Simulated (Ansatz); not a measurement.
## Geometry relaxation, with input and output: TiC$_{63}$ (part 1 of 5)

- system: TiC$_{63}$ (defect cell, 64 atoms in the cell)
- method: DFT PBE, scalar-relativistic, plane waves, PAW, spin-polarised (Ansatz 0.2.0)

The structure derives from an entry of the Crystallography Open Database.

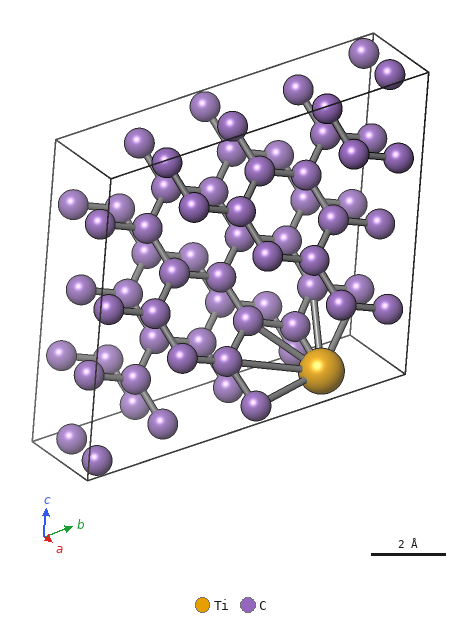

Figure 1. The starting structure (ball-and-stick view of the cell of the calculation, seen slightly off an axis). An atom can appear more than once, as a periodic image.

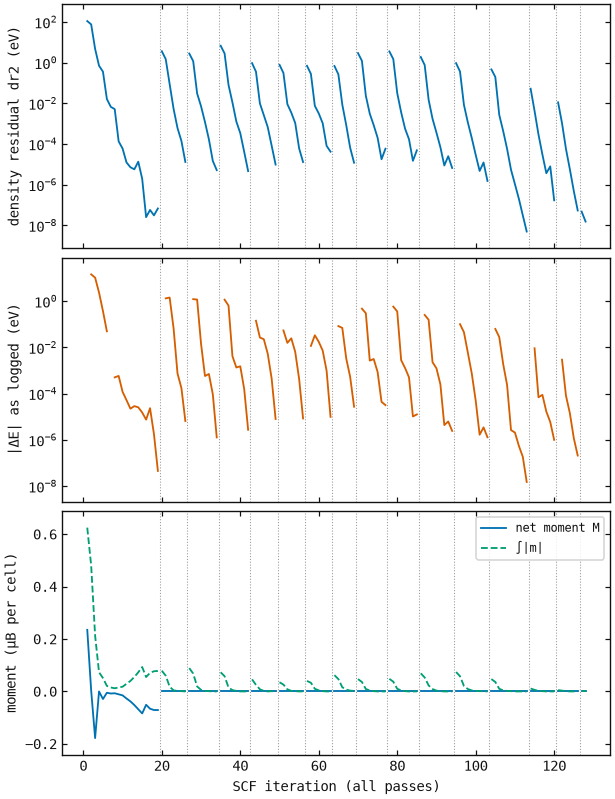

Figure 2. Convergence of the self-consistent field: density residual dr2, size of the energy change and magnetic moment against the SCF iteration. The dotted lines part the SCF passes of the relaxation: geometry steps, rejected trials and re-solves on a re-selected basis. The 16 passes take 2 to 19 iterations each, 128 in all. The net moment goes from 0.2 to 0.0 μB per cell, and ∫|m| falls to zero.

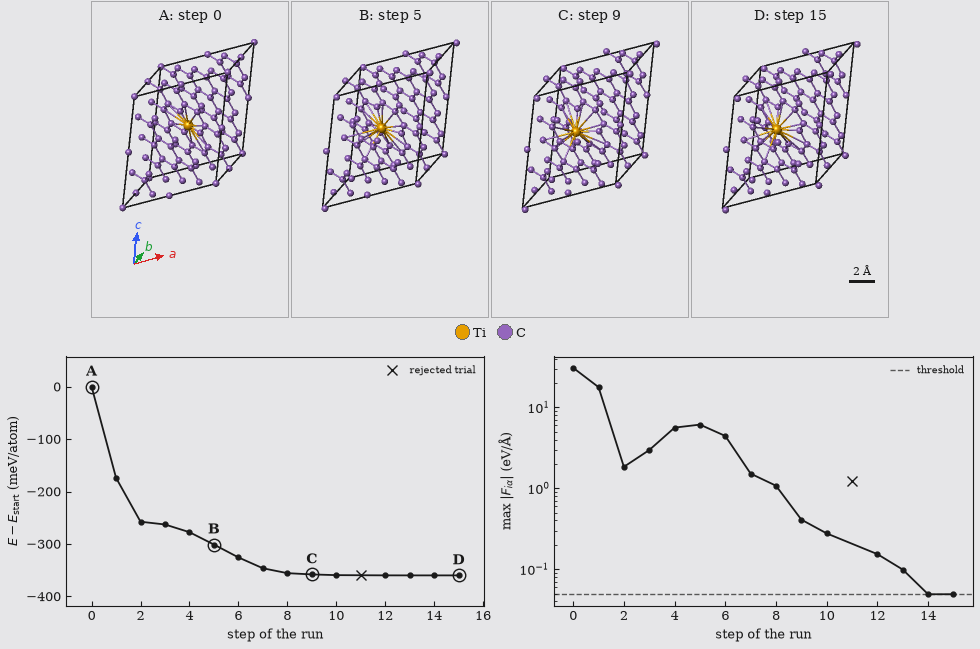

Figure 3. Frames of the relaxation (ball-and-stick view of the cell of the calculation (origin shifted), seen slightly off an axis) above the curves, on which the letters mark them (the first geometry is step 0 here and step 1 in the log).

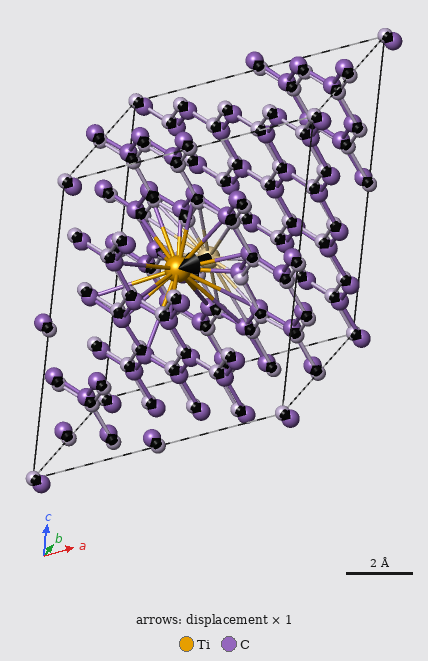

Figure 4. Start (faint) and end (solid) with the displacements as black arrows, at true length (ball-and-stick view of the cell of the calculation (origin shifted), seen slightly off an axis). Ti1 moves most: 1.24 Å. By element the largest moves are Ti 1.24 Å, C 0.48 Å. The cell doesn't change. Distances before and after: Ti1–C57 4.195 → 2.983 Å, Ti1–C5 3.544 → 2.427 Å, Ti1–C17 3.944 → 2.842 Å, Ti1–C40 3.397 → 2.358 Å. New bonds form: Ti1–C40 (3.40 → 2.36 Å), Ti1–C5 (3.54 → 2.43 Å). Among the angles that change: Ti1–C41–C10 178.1° → 150.7°, Ti1–C53–C22 121.1° → 99.7°, Ti1–C56–C21 118.9° → 99.8°. The energy falls by 360 meV per atom in 15 geometry steps. Largest force component: 31 eV/Å at the start, 0.049 eV/Å at the end. The line search rejected the trial step at point 11 (counted from 0) and went back. (Atoms are counted from 1 in the order of the input.)

The input that produced these results follows, with the program's output.

### The input
```yaml
crystal:
  lattice:
    - [0.0, -4.254, -6.696]
    - [-4.912, 4.254, -6.696]
    - [4.912, 4.254, -6.696]
  atoms:
    - { symbol: Ti, position: [0.6645776143, 0.7912607806, 0.0404355211], spin: 0.5 }
    - { symbol: C, position: [0.4166415265, 0.7879898008, 0.28805411] }
    - { symbol: C, position: [0.166665, 0.791668, 0.541668] }
    - { symbol: C, position: [0.9070972013, 0.7967002633, 0.7886101865] }
    - { symbol: C, position: [0.416664, 0.541667, 0.041668] }
    - { symbol: C, position: [0.166664, 0.541667, 0.291668] }
    - { symbol: C, position: [0.916664, 0.541667, 0.541668] }
    - { symbol: C, position: [0.666664, 0.541667, 0.791668] }
    - { symbol: C, position: [0.166665, 0.291668, 0.041668] }
    - { symbol: C, position: [0.916665, 0.291668, 0.291668] }
    - { symbol: C, position: [0.666665, 0.291668, 0.541668] }
    - { symbol: C, position: [0.416665, 0.291668, 0.791668] }
    - { symbol: C, position: [0.916665, 0.041668, 0.041668] }
    - { symbol: C, position: [0.666665, 0.041668, 0.291668] }
    - { symbol: C, position: [0.416665, 0.041668, 0.541668] }
    - { symbol: C, position: [0.166665, 0.041668, 0.791668] }
    - { symbol: C, position: [0.166665, 0.791668, 0.041668] }
    - { symbol: C, position: [0.916665, 0.791668, 0.291668] }
    - { symbol: C, position: [0.666665, 0.791668, 0.541668] }
    - { symbol: C, position: [0.416665, 0.791668, 0.791668] }
    - { symbol: C, position: [0.9154324683, 0.5416863215, 0.0454315464] }
    - { symbol: C, position: [0.6625481081, 0.5427793422, 0.2946437805] }
    - { symbol: C, position: [0.416664, 0.541667, 0.541668] }
    - { symbol: C, position: [0.166664, 0.541667, 0.791668] }
    - { symbol: C, position: [0.666665, 0.291668, 0.041668] }
    - { symbol: C, position: [0.416665, 0.291668, 0.291668] }
    - { symbol: C, position: [0.166665, 0.291668, 0.541668] }
    - { symbol: C, position: [0.916665, 0.291668, 0.791668] }
    - { symbol: C, position: [0.4071823485, 0.0500155032, 0.0437091263] }
    - { symbol: C, position: [0.166665, 0.041668, 0.291668] }
    - { symbol: C, position: [0.916665, 0.041668, 0.541668] }
    - { symbol: C, position: [0.6685772423, 0.0393284025, 0.7929474081] }
    - { symbol: C, position: [0.334888128, 0.9541563771, 0.2102913086] }
    - { symbol: C, position: [0.083334, 0.958332, 0.458333] }
    - { symbol: C, position: [0.8353501948, 0.9547534651, 0.7106194418] }
    - { symbol: C, position: [0.5870604802, 0.9528734468, 0.9554910936], spin: 0.5 }
    - { symbol: C, position: [0.083335, 0.708332, 0.208332] }
    - { symbol: C, position: [0.833334, 0.708332, 0.458333] }
    - { symbol: C, position: [0.583335, 0.708332, 0.708332] }
    - { symbol: C, position: [0.333335, 0.708332, 0.958332] }
    - { symbol: C, position: [0.8362692435, 0.4518195032, 0.2144514505] }
    - { symbol: C, position: [0.583334, 0.458332, 0.458333] }
    - { symbol: C, position: [0.333335, 0.458332, 0.708332] }
    - { symbol: C, position: [0.083335, 0.458332, 0.958332] }
    - { symbol: C, position: [0.583335, 0.208332, 0.208332] }
    - { symbol: C, position: [0.333334, 0.208332, 0.458333] }
    - { symbol: C, position: [0.083335, 0.208332, 0.708332] }
    - { symbol: C, position: [0.833335, 0.208332, 0.958332] }
    - { symbol: C, position: [0.833335, 0.958332, 0.208332] }
    - { symbol: C, position: [0.583334, 0.958332, 0.458333] }
    - { symbol: C, position: [0.333335, 0.958332, 0.708332] }
    - { symbol: C, position: [0.083335, 0.958332, 0.958332] }
    - { symbol: C, position: [0.581833079, 0.7111104405, 0.2056187381], spin: 0.5 }
    - { symbol: C, position: [0.333334, 0.708332, 0.458333] }
    - { symbol: C, position: [0.083335, 0.708332, 0.708332] }
    - { symbol: C, position: [0.8262930467, 0.7138183553, 0.9576219181], spin: 0.5 }
    - { symbol: C, position: [0.333335, 0.458332, 0.208332] }
    - { symbol: C, position: [0.083334, 0.458332, 0.458333] }
    - { symbol: C, position: [0.833335, 0.458332, 0.708332] }
    - { symbol: C, position: [0.583335, 0.458332, 0.958332] }
    - { symbol: C, position: [0.083335, 0.208332, 0.208332] }
    - { symbol: C, position: [0.833334, 0.208332, 0.458333] }
    - { symbol: C, position: [0.583335, 0.208332, 0.708332] }
    - { symbol: C, position: [0.333335, 0.208332, 0.958332] }
magnetization:
  spin_polarized: true
basis:
  ecutwfc: 420
  fft_grid_basis: typed
kpoints:
  mp_grid: { grid: [2, 2, 2] }
hamiltonian:
  xc: pbe
  pseudopotentials: { kind: paw }
scf:
  occupations: { method: gaussian, width: 0.05 }
output:
  forces: true
  stress: false
  eigenvalues: false
  bader: false
  write_density: false
  volumetric_format: npy
  populations: true
relax:
  adjacent_minimum: "off"
  max_steps: 30
  f_tol: 0.05
```

Launched with:
```bash
ansatz run input.yaml --threads 4 --pin off --max-ram 10240MiB --backend cpu --events-out ev --progress --plain --runs-dir out
```

### The program's output
```
settings of this run that can trade accuracy for cost: output.eigenvalues: false. Do not mix this run's numbers with those of runs without the same settings; the input reference describes each key
Engine: ansatz 0.2.0, aarch64-unknown-linux-gnu
Pseudopotentials: kind: paw
Pseudopotential: Ti, paw, valence charge 12, recommended cutoff 420 eV (normal), Ti.paw.azcp
Pseudopotential: C, paw, valence charge 4, recommended cutoff 420 eV (normal), C.paw.azcp
Functional definition: PBE
  parameter kappa = 0.804
  parameter beta = 0.06672455060314922
  exchange = pbe_x(kappa = kappa, mu = beta*pi^2/3)
  correlation = pbe_c(beta = beta)
Crystal: 64 atoms, lattice volume = 559.669 Å³
Basis set: ecut = 420 eV, 10989 PW (Γ), exchange–correlation on 108×128×128 points (8 copies of the dense FFT grid, shifted against one another)
Bands: 197, of which v1, the nominal top of the filled ones, is band 132 counted from 1 (131 counted from 0)
Symmetry: 1 space group operations
Space group: P1 (ITA 1), of the structure as read, at distance tolerance 8.2e-5 Å
Magnetic group: BNS 1.1 (UNI 1), of the structure as read, at distance tolerance 8.2e-5 Å
k-points: 8
Non-local potential: Ti, projectors of the file, l = 0: 3, l = 1: 2, l = 2: 3, l = 3: 1
Non-local potential: C, projectors of the file, l = 0: 2, l = 1: 2, l = 2: 1
PAW form: soft (Blöchl's): semilocal exchange-correlation on the pseudo side does not see the compensation charge
PAW one-centre angular grid: Ti, 590 points (default); XC on 64 Gauss nodes
PAW one-centre angular grid: C, 110 points (default); XC on 64 Gauss nodes
Initial density: superposition of atomic densities (chi_scale 0.1, normalization cell, long waves kept (reshape's long-wave potential 0.27 eV rms))
Starting moments: Σ|m| = 2 μB on 4 of 64 sites
Initial wavefunctions: pseudopotential atomic-orbital guess
Functional: x = pbe(κ = 0.804, μ = 0.2195149727645171), c = pbe(β = 0.06672455060314922)
SCF iter   1: F=—  HF=-18252.669677 eV  |F-HF|=—  |Δ(HF+E_count)|=         —  Δρ=7.28e-2 (↑6.87e-2 ↓7.28e-2)  dr2=1.10e2  dr2_m=2.35e-1  M=0.235 μB ∫|m|=0.625 μB  β_m=0.30  ethr=3.10e-3  ⟨swp⟩=5.2  Hψ=13187  notcnv=0  defer=615
Mixer restart at iter 1: flushing history
preconditioner: auto → Kerker (q_TF=auto, 2.407 Å⁻¹)  [metal: Δε(μ)=0.047 eV  Ē_g=15.925 eV  σ=0.050 eV  W_gap=0.42  n_scr=132 (ndim 8)  ℏωp=25.1 eV  f_vac=0.000  D(μ)=4.83/eV (n_scr^D=14)]
spin=Collinear: Kerker preconditioning applied to the charge; magnetization (m = ρ↑ − ρ↓) channel mixes plain (no charge-response kernel on spin).
SCF iter   2: F=—  HF=-18267.094834 eV  |F-HF|=—  |Δ(HF+E_count)|=    1.44e1  Δρ=5.60e-2 (↑5.13e-2 ↓5.60e-2)  dr2=7.54e1  dr2_m=1.79e-1  M=0.003 μB ∫|m|=0.480 μB  β_m=0.65  ethr=3.10e-3  ⟨swp⟩=2.2  Hψ=5853  notcnv=0  defer=933
preconditioner: auto → Resta (q_TF=auto, 2.407 Å⁻¹)  ε∞=3.5  [insulator: Δε(μ)=0.174 eV  Ē_g=15.846 eV  σ=0.050 eV  W_gap=0.98  n_scr=132 (ndim 8)  ℏωp=25.1 eV  f_vac=0.000  D(μ)=0.23/eV (n_scr^D=0)  ε∞_Penn≈3.5]
spin=Collinear: Resta preconditioning applied to the charge; magnetization (m = ρ↑ − ρ↓) channel mixes plain (no charge-response kernel on spin).
SCF iter   3: F=—  HF=-18277.452170 eV  |F-HF|=—  |Δ(HF+E_count)|=    1.04e1  Δρ=1.52e-2 (↑1.46e-2 ↓1.52e-2)  dr2=4.74e0  dr2_m=7.73e-3  M=-0.178 μB ∫|m|=0.213 μB  β_m=0.64  ethr=3.10e-3  ⟨swp⟩=5.6  Hψ=8571  notcnv=0  defer=931
SCF iter   4: F=—  HF=-18279.797483 eV  |F-HF|=—  |Δ(HF+E_count)|=    2.35e0  Δρ=4.98e-3 (↑4.98e-3 ↓4.96e-3)  dr2=7.04e-1  dr2_m=4.04e-3  M=-0.000 μB ∫|m|=0.073 μB  β_m=0.75  ethr=1.80e-3  ⟨swp⟩=2.1  Hψ=5839  notcnv=0  defer=949
SCF iter   5: F=—  HF=-18280.169596 eV  |F-HF|=—  |Δ(HF+E_count)|=   3.72e-1  Δρ=3.15e-3 (↑3.15e-3 ↓3.06e-3)  dr2=3.59e-1  dr2_m=5.69e-5  M=-0.029 μB ∫|m|=0.051 μB  β_m=0.74  ethr=2.67e-4  ⟨swp⟩=2.5  Hψ=5812  notcnv=0  defer=948
SCF iter   6: F=—  HF=-18280.219103 eV  |F-HF|=—  |Δ(HF+E_count)|=   4.95e-2  Δρ=7.54e-4 (↑7.54e-4 ↓7.52e-4)  dr2=1.62e-2  dr2_m=1.36e-5  M=-0.005 μB ∫|m|=0.021 μB  β_m=0.86  ethr=1.36e-4  ⟨swp⟩=2.8  Hψ=5388  notcnv=0  defer=948
SCF iter   7: F=—  HF=-18280.228705 eV  |F-HF|=—  |Δ(HF+E_count)|=         —  Δρ=4.34e-4 (↑4.34e-4 ↓4.22e-4)  dr2=6.70e-3  dr2_m=4.96e-6  M=-0.008 μB ∫|m|=0.015 μB  β_m=0.86  ethr=6.13e-6  ⟨swp⟩=2.5  Hψ=5788  notcnv=0  defer=937
Mixer restart at iter 7: flushing history
SCF iter   8: F=—  HF=-18280.229210 eV  |F-HF|=—  |Δ(HF+E_count)|=   5.05e-4  Δρ=3.60e-4 (↑3.56e-4 ↓3.60e-4)  dr2=5.16e-3  dr2_m=8.30e-7  M=-0.007 μB ∫|m|=0.012 μB  β_m=0.68  ethr=2.54e-6  ⟨swp⟩=2.0  Hψ=5249  notcnv=0  defer=937
SCF iter   9: F=—  HF=-18280.228627 eV  |F-HF|=—  |Δ(HF+E_count)|=   5.83e-4  Δρ=7.87e-5 (↑7.87e-5 ↓6.66e-5)  dr2=1.34e-4  dr2_m=6.20e-6  M=-0.011 μB ∫|m|=0.015 μB  β_m=0.81  ethr=1.95e-6  ⟨swp⟩=2.0  Hψ=5241  notcnv=0  defer=937
SCF iter  10: F=—  HF=-18280.228748 eV  |F-HF|=—  |Δ(HF+E_count)|=   1.20e-4  Δρ=7.08e-5 (↑4.21e-5 ↓7.08e-5)  dr2=6.00e-5  dr2_m=1.00e-5  M=-0.015 μB ∫|m|=0.018 μB  β_m=0.91  ethr=5.08e-8  ⟨swp⟩=2.0  Hψ=5241  notcnv=0  defer=937
SCF iter  11: F=—  HF=-18280.228800 eV  |F-HF|=—  |Δ(HF+E_count)|=   5.25e-5  Δρ=9.35e-5 (↑9.35e-5 ↓6.49e-5)  dr2=1.24e-5  dr2_m=3.17e-5  M=-0.027 μB ∫|m|=0.029 μB  β_m=0.95  ethr=2.27e-8  ⟨swp⟩=2.5  Hψ=5280  notcnv=0  defer=937
SCF iter  12: F=—  HF=-18280.228823 eV  |F-HF|=—  |Δ(HF+E_count)|=   2.24e-5  Δρ=1.05e-4 (↑1.05e-4 ↓8.57e-5)  dr2=7.18e-6  dr2_m=4.64e-5  M=-0.038 μB ∫|m|=0.040 μB  β_m=0.40  ethr=4.70e-9  ⟨swp⟩=2.5  Hψ=5297  notcnv=0  defer=937
SCF iter  13: F=-18280.228849 eV  HF=-18280.228851 eV  |F-HF|=2.08e-6  |Δ(HF+E_count)|=   2.88e-5  Δρ=9.81e-5 (↑9.81e-5 ↓7.94e-5)  dr2=5.70e-6  dr2_m=4.00e-5  M=-0.052 μB ∫|m|=0.055 μB  β_m=0.56  ethr=2.72e-9  ⟨swp⟩=3.0  Hψ=5812  notcnv=0  defer=937
SCF iter  14: F=-18280.228870 eV  HF=-18280.228877 eV  |F-HF|=6.50e-6  |Δ(HF+E_count)|=   2.56e-5  Δρ=4.20e-5 (↑4.20e-5 ↓1.19e-5)  dr2=1.35e-5  dr2_m=2.51e-6  M=-0.068 μB ∫|m|=0.073 μB  β_m=0.85  ethr=2.16e-9  ⟨swp⟩=3.6  Hψ=7392  notcnv=0  defer=937
SCF iter  15: F=-18280.228843 eV  HF=-18280.228862 eV  |F-HF|=1.90e-5  |Δ(HF+E_count)|=   1.52e-5  Δρ=2.09e-4 (↑1.94e-4 ↓2.09e-4)  dr2=1.94e-6  dr2_m=2.08e-4  M=-0.084 μB ∫|m|=0.093 μB  β_m=0.92  ethr=2.16e-9  ⟨swp⟩=4.1  Hψ=7457  notcnv=0  defer=937  recentre
SCF iter  16: F=-18280.228851 eV  HF=-18280.228854 eV  |F-HF|=3.21e-6  |Δ(HF+E_count)|=   7.52e-6  Δρ=9.70e-5 (↑9.65e-5 ↓9.70e-5)  dr2=2.53e-8  dr2_m=4.80e-5  M=-0.051 μB ∫|m|=0.055 μB  β_m=0.92  ethr=7.36e-10  ⟨swp⟩=4.9  Hψ=8966  notcnv=0  defer=937  recentre
SCF iter  17: F=-18280.228877 eV  HF=-18280.228878 eV  |F-HF|=3.83e-7  |Δ(HF+E_count)|=   2.35e-5  Δρ=3.63e-5 (↑3.63e-5 ↓3.49e-5)  dr2=5.73e-8  dr2_m=6.50e-6  M=-0.066 μB ∫|m|=0.071 μB  β_m=0.90  ethr=9.58e-12  ⟨swp⟩=5.7  Hψ=10482  notcnv=0  defer=937
SCF iter  18: F=-18280.228879 eV  HF=-18280.228880 eV  |F-HF|=2.07e-8  |Δ(HF+E_count)|=   1.77e-6  Δρ=1.45e-6 (↑1.03e-6 ↓1.45e-6)  dr2=3.10e-8  dr2_m=4.67e-9  M=-0.071 μB ∫|m|=0.077 μB  β_m=0.85  ethr=9.58e-12  ⟨swp⟩=4.9  Hψ=8998  notcnv=0  defer=937
SCF iter  19: F=-18280.228879 eV  HF=-18280.228879 eV  |F-HF|=4.82e-8  |Δ(HF+E_count)|=   4.55e-8  Δρ=3.33e-6 (↑9.35e-7 ↓3.33e-6)  dr2=6.77e-8  dr2_m=2.16e-8  M=-0.071 μB ∫|m|=0.078 μB  ethr=9.58e-12  ⟨swp⟩=1.0  Hψ=9436  notcnv=0
at 2 of the mixer's solves, the last at iteration 13, it left a direction of its history that read negative out of its fit and stepped the other way along it
SCF 1 converged in 19 iterations: F = -18280.228879 eV  dr2 = 6.77e-8
  greatest PAW one-centre occupation: 1.012 electrons in one spin orbital (limit 2), on the Ti atom at site 0 (counted from 0), in its partial waves of l = 1
relax step   1: F+E_penalty+E_count = -18280.22887942 eV  Δ(F+E_penalty+E_count) = +0.000e0 eV  max|allowed force component| = 3.077e1 eV/Å  Δτ_max = 0.0000 Å  (19 SCF iters, dr2 threshold 6.25e-5 eV, accepted)
Initial density: handed on by an earlier stage of this run
Starting moments: Σ|m| = 2 μB on 4 of 64 sites; this step starts from the density that it was given
Initial wavefunctions: those handed on with the density
iter 1 solved again at ethr=1.35e-3 eV; its pass at ethr=3.10e-3 eV (dr2=3.57e0 eV) is discarded
```
